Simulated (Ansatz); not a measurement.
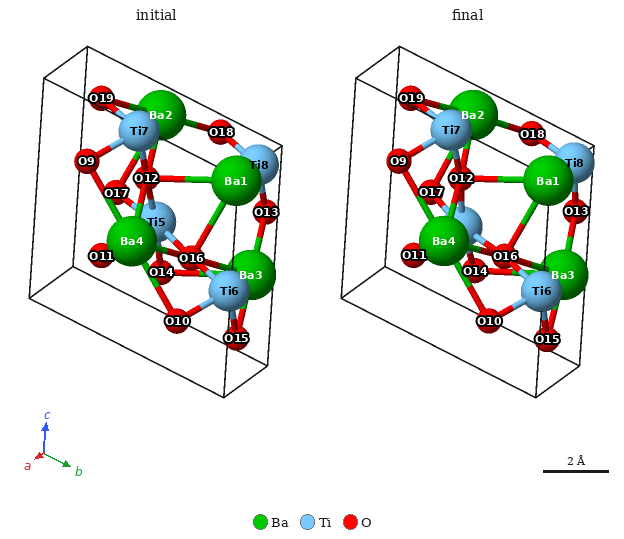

The structure of a defect cell of composition Ba4Ti4O11 (cell charge +1) before (left) and after (right) a relaxation, at one scale.

The picture is a ball-and-stick view of the cell of the calculation (origin shifted), seen slightly off an axis.

Computed with DFT, PBE, plane-wave PAW, default files, scalar-relativistic in Ansatz 0.2.0.

The input:
```yaml
crystal:
  lattice:
    - [-4.006, 4.006, 4.006]
    - [4.006, -4.006, 4.006]
    - [4.006, 4.006, -4.006]
  atoms:
    - { symbol: Ba, position: [0.5, 0.5, 0.5] }
    - { symbol: Ba, position: [0.0, 0.0, 0.5] }
    - { symbol: Ba, position: [0.0, 0.5, 0.0] }
    - { symbol: Ba, position: [0.5, 0.0, 0.0] }
    - { symbol: Ti, position: [0.0105907156, 0.0105907156, 0.0211814313], spin: 0.5 }
    - { symbol: Ti, position: [0.5, 0.5, 0.0] }
    - { symbol: Ti, position: [0.5, 0.0, 0.5] }
    - { symbol: Ti, position: [0.0, 0.5, 0.5], spin: 0.5 }
    - { symbol: O, position: [0.5, 0.75, 0.25] }
    - { symbol: O, position: [0.5, 0.25, 0.75] }
    - { symbol: O, position: [0.0, 0.75, 0.75] }
    - { symbol: O, position: [0.25, 0.0, 0.25] }
    - { symbol: O, position: [0.75, 0.5, 0.25] }
    - { symbol: O, position: [0.75, 0.0, 0.75] }
    - { symbol: O, position: [0.25, 0.5, 0.75] }
    - { symbol: O, position: [0.25, 0.25, 0.0] }
    - { symbol: O, position: [0.75, 0.75, 0.0] }
    - { symbol: O, position: [0.75, 0.25, 0.5] }
    - { symbol: O, position: [0.25, 0.75, 0.5] }
magnetization:
  spin_polarized: true
total_charge: 1
kpoints:
  mp_grid: { grid: [3, 3, 3] }
scf:
  occupations: { method: fermi_dirac, width: 0.01 }
hamiltonian:
  xc: pbe
  pseudopotentials: { kind: paw }
output:
  forces: true
  stress: true
  populations: true
  efg:
    quadrupole_moments_barn: { Ba: 0.236, Ti: 0.247, O: -0.02558 }
    contact_densities: true
relax:
  f_tol: 0.03
  max_steps: 40
```

Launched with:
```bash
ansatz run input.yaml --threads 4 --pin off --max-ram 8192MiB --backend cpu --events-out ev --progress --plain --runs-dir out
```

Question: Describe what moved and what it gained.

Answer: The energy falls by 0.962 eV per cell of the calculation in 5 geometry steps. The largest force component goes from 3.6 to 0.016 eV/Å. The largest move is that of Ti5, 0.23 Å roughly along [−1 −2 −3]. By element the largest moves are Ti 0.23 Å, O 0.10 Å, Ba 0.01 Å. The cell stays as it was. Among the contacts that change: Ti5–O11 2.090 → 1.862 Å, Ba1–Ti5 3.372 → 3.544 Å, Ba1–Ti5 (another image) 3.568 → 3.399 Å, Ti8–O11 2.003 → 1.861 Å. Among the angles between lasting bonds that change: O13–Ti8–O15 180.0° → 167.7°, O11–Ti5–O14 85.3° → 95.4°, O11–Ti5–O16 87.5° → 96.1°. The run took 93 s on 4 threads of Intel(R) Xeon(R) Platinum 8488C (Sapphire Rapids) (shared host), peak memory 1.3 GiB.

Limits of the set-up: the periodic images lie only 6.9 Å apart, so the values are limited by the cell's size; the cell is charged, on a uniform background, and energies carry no finite-size correction.
